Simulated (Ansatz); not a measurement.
## A series of single points on SrTiO3

System: SrTiO3 (10 atoms in the cell).
Method: DFT PBEsol, scalar-relativistic, plane waves, PAW, no spin polarisation (Ansatz 0.2.0).

The 5 runs differ only in the geometry, by a strain of the cell at fixed fractional positions. Against run 3, the strain is εyy = η. The structure derives from an entry of the Crystallography Open Database.

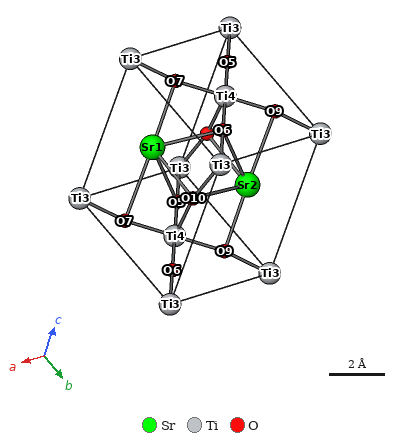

Figure 1. The structure of run 3 (ball-and-stick view of the cell of the calculation, seen at an oblique angle; atoms are numbered from 1 in the order of the input). An atom can appear more than once, as a periodic image.

**Input of run 3**
```yaml
crystal:
  lattice:
    - [-2.7435446834, 2.72982696, 3.9043133139]
    - [2.7435446834, -2.72982696, 3.9043133139]
    - [2.7435446834, 2.72982696, -3.9043133139]
  atoms:
    - { symbol: Sr, position: [0.75, 0.25, 0.5] }
    - { symbol: Sr, position: [0.25, 0.75, 0.5] }
    - { symbol: Ti, position: [0.0, 0.0, 0.0] }
    - { symbol: Ti, position: [0.5, 0.5, 0.0] }
    - { symbol: O, position: [0.25, 0.25, 0.0] }
    - { symbol: O, position: [0.75, 0.75, 0.0] }
    - { symbol: O, position: [0.7253545255, 0.2253545255, 0.950709051] }
    - { symbol: O, position: [0.2253545255, 0.2746454745, 0.5] }
    - { symbol: O, position: [0.2746454745, 0.7746454745, 0.049290949] }
    - { symbol: O, position: [0.7746454745, 0.7253545255, 0.5] }
basis:
  ecutwfc: 420
kpoints:
  mp_grid: { grid: [8, 8, 8] }
hamiltonian:
  xc: pbesol
scf:
  occupations: { method: gaussian, width: 0.05 }
output:
  forces: true
  stress: true
  eigenvalues: true
```

Command:
```bash
ansatz run input.yaml --threads 2 --pin off --max-ram 5120MiB --backend cpu --events-out ev --progress --plain --runs-dir out
```

Run 2 differs from it as follows:
```diff
-    - [-2.7435446834, 2.72982696, 3.9043133139]
-    - [2.7435446834, -2.72982696, 3.9043133139]
-    - [2.7435446834, 2.72982696, -3.9043133139]
+    - [-2.7435446834, 2.7161092366, 3.9043133139]
+    - [2.7435446834, -2.7161092366, 3.9043133139]
+    - [2.7435446834, 2.7161092366, -3.9043133139]
```

**Results, with one run withheld**

```tsv
run	strain parameter η (%)	free energy per atom, from the lowest run given (meV)	pressure (GPa)	gap on the mesh (eV)
1	−1.5075	4.88	3.97	1.98
2	−0.5025	?	?	?
3	0.0000	0.00	0.95	1.97
4	2.0101	2.37	−2.63	1.92
5	2.2613	3.33	−3.05	1.91
```

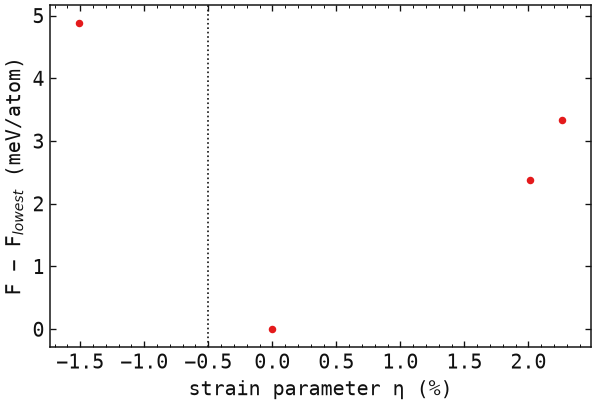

Figure 2. Free energy per atom of the runs given; the dotted line marks run 2.

Estimate the energy of run 2 from the others.

A quadratic polynomial in the coordinate, fitted to the 4 runs given, misses them by at most 0.02 meV per atom. With x = η − 0.6910, it reads F = −0.3285 + 0.37951 x + 1.2498 x² (meV per atom). At run 2 it gives 1.00 meV per atom, and the run itself gives 0.96. The fit has its minimum at η = 0.5392 %. The gap on the mesh goes, without turning, from 1.98 eV in run 1 to 1.91 eV in run 5; run 2 has 1.98 eV. These are gaps of this functional on this mesh, which can miss the band edges; they aren't the measured gap.

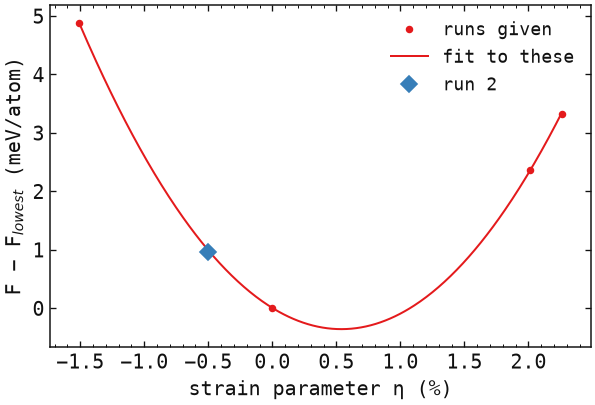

Figure 3. The fit and the withheld run.

**Output, shortened to warnings, some set-up lines, iterations and results (run 2)**
```
Basis set: ecut = 420 eV, 2261 PW (Γ), exchange–correlation on 80×80×80 points (8 copies of the dense FFT grid, shifted against one another)
Symmetry: 8 space group operations
k-points: 95 of 512
Initial density: superposition of atomic densities (neutral atoms: chi_scale 0, normalization atom), corrected by the library's trained network
[...]
SCF iter   1: F=—  HF=-15314.550299 eV  |F-HF|=—  |Δ(HF+E_count)|=         —  Δρ=1.70e-2  dr2=2.82e-1  ethr=1.77e-3  ⟨swp⟩=8.7  Hψ=22687  notcnv=0  defer=34
SCF iter   2: F=—  HF=-15314.491895 eV  |F-HF|=—  |Δ(HF+E_count)|=   5.84e-2  Δρ=4.36e-3  dr2=2.44e-2  ethr=3.53e-4  ⟨swp⟩=2.0  Hψ=7866  notcnv=0  defer=288
SCF iter   3: F=—  HF=-15314.487985 eV  |F-HF|=—  |Δ(HF+E_count)|=   3.91e-3  Δρ=1.28e-3  dr2=1.86e-3  ethr=3.05e-5  ⟨swp⟩=2.0  Hψ=5978  notcnv=0  defer=99
SCF iter   4: F=—  HF=-15314.487791 eV  |F-HF|=—  |Δ(HF+E_count)|=   1.93e-4  Δρ=1.15e-4  dr2=8.62e-6  ethr=2.33e-6  ⟨swp⟩=2.1  Hψ=5500  notcnv=0  defer=99
SCF iter   5: F=—  HF=-15314.487790 eV  |F-HF|=—  |Δ(HF+E_count)|=   1.56e-6  Δρ=3.21e-5  dr2=8.07e-7  ethr=1.08e-8  ⟨swp⟩=2.7  Hψ=7475  notcnv=0  defer=99
SCF iter   6: F=—  HF=-15314.487791 eV  |F-HF|=—  |Δ(HF+E_count)|=   9.26e-7  Δρ=1.14e-5  dr2=1.32e-7  ethr=1.25e-10  ⟨swp⟩=10.0  Hψ=22078  notcnv=0
SCF iter   7: F=-15314.487791 eV  HF=-15314.487791 eV  |F-HF|=1.90e-9  |Δ(HF+E_count)|=   3.48e-8  Δρ=2.82e-6  dr2=1.07e-8  ethr=1.25e-10  ⟨swp⟩=4.7  Hψ=14797  notcnv=0
SCF 1 converged in 7 iterations: F = -15314.487791 eV  dr2 = 1.07e-8
SCF converged after 7 iterations
Free energy (F): -15314.487791 eV
Harris-Foulkes:  -15314.487791 eV  (|F-HF|=1.90e-9)
Internal energy: -15314.487791 eV  (E = F + TS)
E sigma→0 (E₀):  -15314.487791 eV
Fermi energy:    11.043314 eV
--- Per-component energies (eV) ---
  E_band       = -390.829828
  E_kinetic    = 2095.061315
  E_local      = -4684.070410  (includes V_loc(G=0)·N_el)
  E_nonlocal   = 703.343666
  E_hartree    = 1631.977462
  E_xc         = -982.859957
  E_vxc        = -1139.132900  (∫ρ·V_xc dr)
  E_paw        = -8242.686908  (= ΣΔE_a)
  E_vpaw       = -630.004583  (= ΣTr[D̂ρ^β])
  E_aug_tail   = 0.014978  (compensation charges beyond the density's cutoff)
  E_ewald      = -5836.027127
  E_core_change = 0.759191  (= ΣΔE_core)
  E_smearing   = -0.000000  (= −TS)
  E_closure    = 0.000000  (closes the sum)
  Σ components = -15314.487791   (vs F -15314.487791, Δ=0.00e0)
--- Forces (eV/Å), atoms counted from 1 ---
  atom   1  Sr    -0.00000000     0.00000000    -0.00000000
  atom   2  Sr     0.00000000     0.00000000     0.00000000
  atom   3  Ti     0.00000000     0.00000000     0.00000000
  atom   4  Ti     0.00000000     0.00000000     0.00000000
  atom   5  O     -0.00000000     0.00000000    -0.00000000
  atom   6  O      0.00000000     0.00000000     0.00000000
  atom   7  O     -0.00681340    -0.01947693    -0.00000000
  atom   8  O      0.00681340    -0.01947693     0.00000000
  atom   9  O      0.00681340     0.01947693     0.00000000
  atom  10  O     -0.00681340     0.01947693    -0.00000000
  max |Σ_I F_I| component: 3.47e-18 eV/Å
--- Stress (GPa, compression-positive) ---
        1.173220       0.000000       0.000000
        0.000000       3.503078      -0.000000
        0.000000      -0.000000       1.096287
  P = ⅓ Tr σ = 1.9242 GPa (19.242 kbar)
```
